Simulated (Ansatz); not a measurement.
# Mending a geometry relaxation on Mo

System: Mo (Im-3m, 1 atom in the cell).
Method of run A: DFT, PBEsol, plane waves, PAW, no spin polarisation (Ansatz 0.2.0).

The structure derives from an entry of the Crystallography Open Database. Some settings of this run were made unusual or wrong on purpose. Text and figures count atoms from 1; the logs count them from 0 in places.

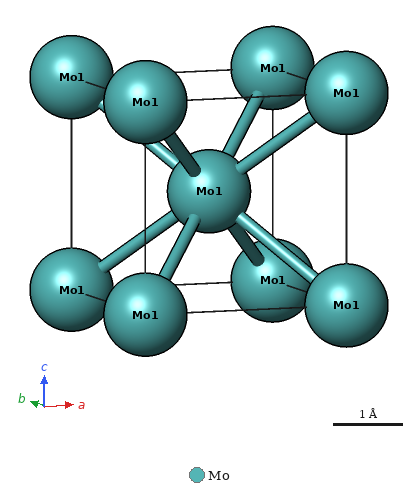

The starting structure (ball-and-stick view of the cell 2 times as large as that of the calculation, set on its symmetry axes, seen slightly off an axis; atoms are numbered from 1 in the order of the input). An atom can appear more than once, as a periodic image.

The input, run A:
```yaml
crystal:
  lattice:
    - [-1.571, 1.571, 1.571]
    - [1.571, -1.571, 1.571]
    - [1.571, 1.571, -1.571]
  atoms:
    - { symbol: Mo, position: [0.0, 0.0, 0.0] }
basis:
  ecutwfc: 420
kpoints:
  mp_grid: { grid: [18, 18, 18] }
hamiltonian:
  xc: pbesol
scf:
  occupations: { method: fixed }
  max_iter: 60
output:
  forces: true
  eigenvalues: true
  stress: true
relax:
  adjacent_minimum: "off"
  f_tol: 0.005
  max_steps: 80
  cell: { stress_tol: 0.05 }
```

Command:
```bash
ansatz run input.yaml --threads 2 --pin off --max-ram 5120MiB --backend cpu --events-out ev --progress --plain --runs-dir out
```

Hardware: 2 threads of AMD EPYC (Zen 5), 32 GiB of memory available, shared host.

Output, shortened to warnings, some set-up lines, iterations and results (run A):
```
WARN: a fill by count may have filled part of one level: at k-index 0 the highest filled band, 19.539235 eV, and the lowest empty band, 19.539235 eV, stand 0.000e0 eV apart, within the solve's uncertainty, 3.162e-6 eV. If they are one level, whatever splits it, however little, can move the result. A smearing (`scf.occupations.method` with a `width`) well over the split that the run's distortions …
Basis set: ecut = 420 eV, 321 PW (Γ), exchange–correlation on 40×40×40 points (8 copies of the dense FFT grid, shifted against one another)
Symmetry: 48 space group operations
k-points: 195 of 5832
Initial density: superposition of atomic densities (neutral atoms: chi_scale 0, normalization atom), corrected by the library's trained network
[...]
SCF iter   1: F=—  HF=-4897.201534 eV  |F-HF|=—  |Δ(HF+E_count)|=         —  Δρ=1.00e-2  dr2=1.33e-2  ethr=1.77e-3  ⟨swp⟩=4.0  Hψ=11396  notcnv=0  defer=364
SCF iter   2: F=—  HF=-4897.196609 eV  |F-HF|=—  |Δ(HF+E_count)|=   4.93e-3  Δρ=3.67e-3  dr2=7.96e-4  ethr=9.51e-5  ⟨swp⟩=2.8  Hψ=4777  notcnv=0  defer=387
SCF iter   3: F=—  HF=-4897.196373 eV  |F-HF|=—  |Δ(HF+E_count)|=   2.36e-4  Δρ=1.26e-3  dr2=9.81e-5  ethr=5.69e-6  ⟨swp⟩=1.4  Hψ=2283  notcnv=0  defer=385
SCF iter   4: F=—  HF=-4897.196343 eV  |F-HF|=—  |Δ(HF+E_count)|=   3.02e-5  Δρ=5.37e-5  dr2=1.09e-7  ethr=7.01e-7  ⟨swp⟩=1.8  Hψ=3136  notcnv=0  defer=30
SCF iter   5: F=-4897.196343 eV  HF=-4897.196343 eV  |F-HF|=8.51e-10  |Δ(HF+E_count)|=   4.53e-8  Δρ=8.52e-6  dr2=3.84e-9  ethr=7.82e-10  ⟨swp⟩=2.5  Hψ=3275  notcnv=0  …
[... 23 lines ...]
SCF iter   2: F=—  HF=-4897.197437 eV  |F-HF|=—  |Δ(HF+E_count)|=   7.84e-7  Δρ=9.79e-6  dr2=2.25e-9  ethr=6.62e-11  ⟨swp⟩=1.9  Hψ=2893  notcnv=0  defer=222
SCF iter   3: F=—  HF=-4897.197437 eV  |F-HF|=—  |Δ(HF+E_count)|=   1.80e-9  Δρ=6.35e-7  dr2=5.95e-11  ethr=1.61e-11  ⟨swp⟩=1.0  Hψ=2154  notcnv=0  defer=222
SCF iter   4: F=-4897.197437 eV  HF=-4897.197437 eV  |F-HF|=1.82e-12  |Δ(HF+E_count)|=  2.27e-11  Δρ=8.81e-8  dr2=5.02e-13  ethr=1.00e-12  ⟨swp⟩=7.4  Hψ=11115  notcnv=0
SCF 5 converged in 4 iterations: F = -4897.197437 eV  dr2 = 5.02e-13
relax step   5: F+E_penalty+E_count = -4897.19743658 eV  Δ(F+E_penalty+E_count) = -2.462e-5 eV  max|allowed force component| = 0.000e0 eV/Å  Δτ_max = 0.0000 Å  P = +0.000 GPa …
basis re-selected at this cell: Δ(F+E_penalty+E_count) = -2.462e-5 eV, ΔP = -0.001 GPa vs the last step (what re-selecting the basis moved, of the pressure what is left beyond the Pulay correction that the steps carried, after the strain that the cell walked since its last selection, with what the …
SCF converged after 4 iterations
Free energy (F): -4897.197437 eV
Harris-Foulkes:  -4897.197437 eV  (|F-HF|=1.82e-12)
Internal energy: -4897.197437 eV  (E = F + TS)
E sigma→0 (E₀):  -4897.197437 eV
Fermi energy:    24.888861 eV
--- Per-component energies (eV) ---
  E_band       = -57.055529
  E_kinetic    = 440.615811
  E_local      = -784.542079  (includes V_loc(G=0)·N_el)
  E_nonlocal   = 144.164370
  E_hartree    = 258.022717
  E_xc         = -182.375245
  E_vxc        = -228.425602  (∫ρ·V_xc dr)
  E_paw        = -3143.662999  (= ΣΔE_a)
  E_vpaw       = -144.913486  (= ΣTr[D̂ρ^β])
  E_aug_tail   = 0.000037  (compensation charges beyond the density's cutoff)
  E_ewald      = -1629.629348
  E_core_change = 0.209299  (= ΣΔE_core)
  E_smearing   = -0.000000  (= −TS)
  E_closure    = 0.000000  (closes the sum)
  Σ components = -4897.197437   (vs F -4897.197437, Δ=0.00e0)
--- Forces (eV/Å), atoms counted from 1 ---
  atom   1  Mo    -0.00000000    -0.00000000    -0.00000000
  max |Σ_I F_I| component: 2.36e-32 eV/Å
--- Stress (GPa, compression-positive) ---
        0.000040      -0.000000      -0.000000
       -0.000000       0.000040      -0.000000
       -0.000000       0.000000       0.000040
  P = ⅓ Tr σ = 0.0000 GPa (0.000 kbar)
--- Relaxed structure (4 steps of the walk, 3 accepted, 1 SCFs on fresh bases) ---
  F+E_penalty+E_count = -4897.19743658 eV   max|allowed force component| = 0.000e0 eV/Å   (the final SCF, on the basis selected at the relaxed cell)
  cell:  # Å, volume = 15.6483 Å³
    - [-1.5756833947929774, 1.5756833947929774, 1.5756833947929774]
    - [1.5756833947929774, -1.5756833947929774, 1.5756833947929774]
    - [1.5756833947929774, 1.5756833947929774, -1.5756833947929774]
  atoms:
    - { symbol: Mo, position: [0.0, 0.0, 0.0] }
```

**Diagnose this run and give a change of the input that cures it.**

This input holds a deliberate fault: fixed occupations whatever the gap (`scf.occupations`). Fixed occupations are valid only where a gap stays open. The run converged all the same; its numbers are those of the faulty input and shouldn't be used. Notes on the run: filled and empty bands overlap.

A run of the same system that converges differs from this input as follows (lines with − go, lines with + come):
```diff
-  occupations: { method: fixed }
-  max_iter: 60
+  occupations: { method: gaussian, width: 0.1 }
```

Output, shortened to warnings, some set-up lines, iterations and results (run B):
```
Basis set: ecut = 420 eV, 321 PW (Γ), exchange–correlation on 40×40×40 points (8 copies of the dense FFT grid, shifted against one another)
Symmetry: 48 space group operations
k-points: 195 of 5832
Initial density: superposition of atomic densities (neutral atoms: chi_scale 0, normalization atom), corrected by the library's trained network
[...]
SCF iter   1: F=—  HF=-4897.469255 eV  |F-HF|=—  |Δ(HF+E_count)|=         —  Δρ=5.99e-3  dr2=3.91e-3  ethr=1.77e-3  ⟨swp⟩=5.0  Hψ=12539  notcnv=0
SCF iter   2: F=—  HF=-4897.467925 eV  |F-HF|=—  |Δ(HF+E_count)|=   1.33e-3  Δρ=2.21e-3  dr2=2.05e-4  ethr=2.79e-5  ⟨swp⟩=2.4  Hψ=4696  notcnv=0
SCF iter   3: F=—  HF=-4897.467907 eV  |F-HF|=—  |Δ(HF+E_count)|=   1.81e-5  Δρ=8.91e-4  dr2=3.19e-5  ethr=1.46e-6  ⟨swp⟩=1.0  Hψ=2137  notcnv=0
SCF iter   4: F=—  HF=-4897.467907 eV  |F-HF|=—  |Δ(HF+E_count)|=   1.25e-7  Δρ=4.25e-5  dr2=9.02e-8  ethr=2.28e-7  ⟨swp⟩=1.6  Hψ=2833  notcnv=0
SCF iter   5: F=-4897.467907 eV  HF=-4897.467907 eV  |F-HF|=1.07e-9  |Δ(HF+E_count)|=   5.88e-8  Δρ=5.61e-6  dr2=2.29e-9  ethr=6.44e-10  ⟨swp⟩=2.1  Hψ=2843  notcnv=0
[... 22 lines ...]
SCF iter   2: F=—  HF=-4897.469868 eV  |F-HF|=—  |Δ(HF+E_count)|=   8.42e-8  Δρ=9.44e-6  dr2=3.65e-9  ethr=1.34e-10  ⟨swp⟩=2.0  Hψ=2901  notcnv=0
SCF iter   3: F=—  HF=-4897.469868 eV  |F-HF|=—  |Δ(HF+E_count)|=  5.76e-10  Δρ=6.48e-7  dr2=3.66e-11  ethr=2.61e-11  ⟨swp⟩=2.0  Hψ=3456  notcnv=0
SCF iter   4: F=-4897.469868 eV  HF=-4897.469868 eV  |F-HF|=1.82e-12  |Δ(HF+E_count)|=  3.64e-12  Δρ=2.60e-7  dr2=2.05e-12  ethr=1.00e-12  ⟨swp⟩=5.0  Hψ=7700  notcnv=0
SCF 5 converged in 4 iterations: F = -4897.469868 eV  dr2 = 2.05e-12
relax step   5: F+E_penalty+E_count = -4897.46986846 eV  Δ(F+E_penalty+E_count) = +3.228e-5 eV  max|allowed force component| = 0.000e0 eV/Å  Δτ_max = 0.0000 Å  P = +0.004 GPa …
basis re-selected at this cell: Δ(F+E_penalty+E_count) = +3.228e-5 eV, ΔP = +0.001 GPa vs the last step (what re-selecting the basis moved, of the pressure what is left beyond the Pulay correction that the steps carried, after the strain that the cell walked since its last selection, with what the …
SCF converged after 4 iterations
Free energy (F): -4897.469868 eV
Harris-Foulkes:  -4897.469868 eV  (|F-HF|=1.82e-12)
Internal energy: -4897.467532 eV  (E = F + TS)
E sigma→0 (E₀):  -4897.468700 eV
Entropy (-TS):   -0.002337 eV (-2.337 meV/atom)
Fermi energy:    21.485995 eV
--- Per-component energies (eV) ---
  E_band       = -49.676529
  E_kinetic    = 441.629043
  E_local      = -770.595334  (includes V_loc(G=0)·N_el)
  E_nonlocal   = 144.564060
  E_hartree    = 254.402584
  E_xc         = -182.721897
  E_vxc        = -228.893410  (∫ρ·V_xc dr)
  E_paw        = -3143.837968  (= ΣΔE_a)
  E_vpaw       = -145.186109  (= ΣTr[D̂ρ^β])
  E_aug_tail   = 0.000041  (compensation charges beyond the density's cutoff)
  E_ewald      = -1641.117361
  E_core_change = 0.209299  (= ΣΔE_core)
  E_smearing   = -0.002337  (= −TS)
  E_closure    = 0.000000  (closes the sum)
  Σ components = -4897.469868   (vs F -4897.469868, Δ=0.00e0)
--- Forces (eV/Å), atoms counted from 1 ---
  atom   1  Mo    -0.00000000    -0.00000000     0.00000000
  max |Σ_I F_I| component: 2.47e-32 eV/Å
--- Stress (GPa, compression-positive) ---
        0.004083      -0.000000       0.000000
       -0.000000       0.004083       0.000000
       -0.000000       0.000000       0.004083
  P = ⅓ Tr σ = 0.0041 GPa (0.041 kbar)
--- Relaxed structure (4 steps of the walk, 3 accepted, 1 SCFs on fresh bases) ---
  F+E_penalty+E_count = -4897.46986846 eV   max|allowed force component| = 0.000e0 eV/Å   (the final SCF, on the basis selected at the relaxed cell)
  cell:  # Å, volume = 15.3220 Å³
    - [-1.564653427124809, 1.564653427124809, 1.564653427124809]
    - [1.564653427124809, -1.564653427124809, 1.564653427124809]
    - [1.564653427124809, 1.564653427124809, -1.564653427124809]
  atoms:
    - { symbol: Mo, position: [0.0, 0.0, 0.0] }
```

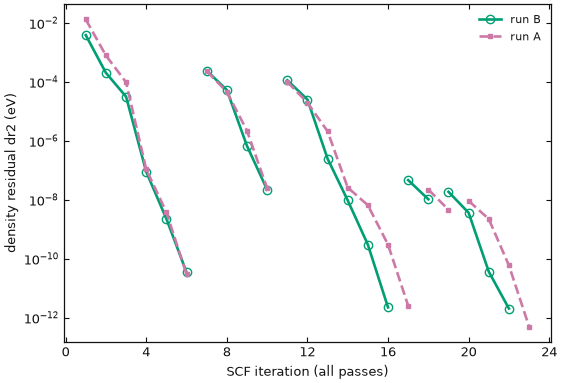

Convergence of the two runs: density residual dr2 against the SCF iteration. A break in a curve parts two SCF passes. Run B takes 22 iterations in all, and run A takes 23.

The two runs side by side:

| quantity | run A | run B |
| --- | --- | --- |
| outcome | converged | converged |
| free energy per atom (eV) | −4897.1974 | −4897.4699 |
| energy per atom, smearing taken to zero (eV) | −4897.1974 | −4897.4687 |
| gap on the mesh (eV) | 0.00 | 0.00 |
| pressure (GPa) | 0.00 | 0.00 |
| volume per atom (Å³) | 15.65 | 15.32 |
| largest force (eV/Å) | 0.000 | 0.000 |
| SCF iterations | 23 | 22 |
| irreducible k-points | 195 | 195 |
| wall time (shared host) | 1.9 s | 1.9 s |

The total energy of run B is 271.3 meV per atom lower, which comes with the changed settings and measures no stability. The volume per atom goes from 15.65 to 15.32 Å³. The SCF takes 22 iterations over all geometry steps against 23.
